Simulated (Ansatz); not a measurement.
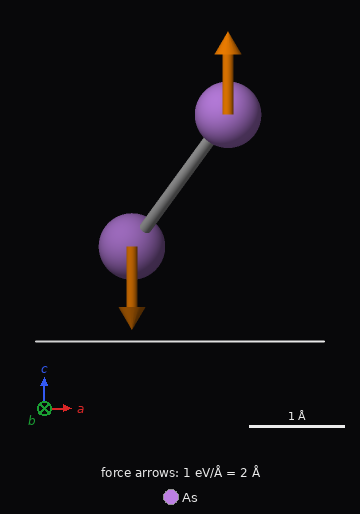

A changed version of a slab of composition As at its r2SCAN-relaxed geometry, with the computed forces as orange arrows. Style: ball-and-stick. Shown: the cell of the calculation, outlined in the plane, without the vacuum, along the b axis.

Computed with Ansatz 0.2.0, DFT, PBE, plane waves, PAW. Settings: plane-wave cutoff 420 eV; k-point mesh 12 × 12 × 1; occupations fermi dirac; smearing width 0.02 eV; no spin polarisation.

> Where do the forces point?

The cell is strained by 0.0 % along the normal (+c) and −2.0 % across it (volume −4.0 %). The atoms were relaxed with r2SCAN under that strain, and this is a single point on that geometry. Energy change: +17.4 meV per atom. The largest forces, 0.44 eV/Å, act on 2 As atoms of the calculation's cell. The band gap: 1.66 eV before, 1.46 eV after. Near-neighbour distances before and after: As–As 2.477 → 2.453 Å. The space group stays P-3m1 (No. 164).
